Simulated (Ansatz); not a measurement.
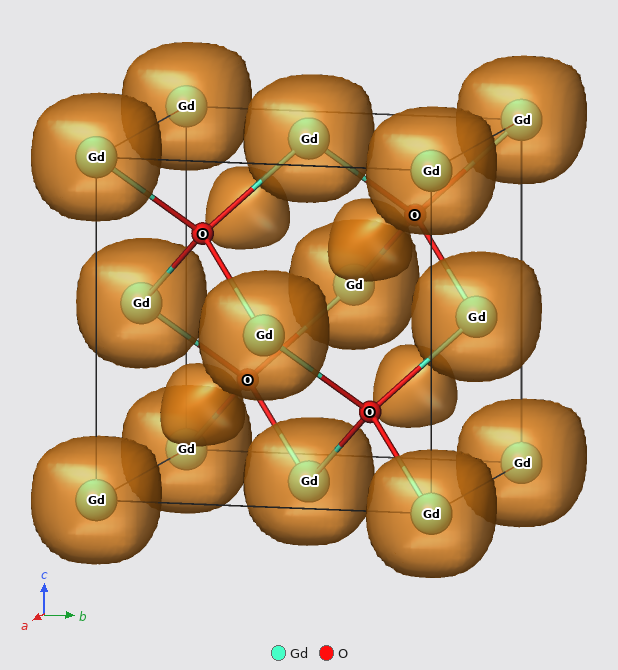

The picture shows: GdO. Isosurfaces of the spin density (up minus down) at +0.08 (orange) and −0.08 e/Å³ (purple), seen slightly off an axis. Sticks mark near contacts.

Space group F-43m; spin-polarised.

All numbers below come from Ansatz, Kohn-Sham DFT of a periodic cell, HSE03, Ansatz PAW.

In a PAW calculation such maps are meaningful between the atoms, not at the nuclei.

Q: Where is the spin, and how is it ordered?

A: The spin density sits on Gd: +7.0 μB (×4) in one cell of 8 atoms: parallel moments, as they must be, since the calculation's own cell holds one magnetic site. The cell of the calculation (2 atoms) carries 8.0 μB of net spin moment. Only one sign reaches the isovalue.
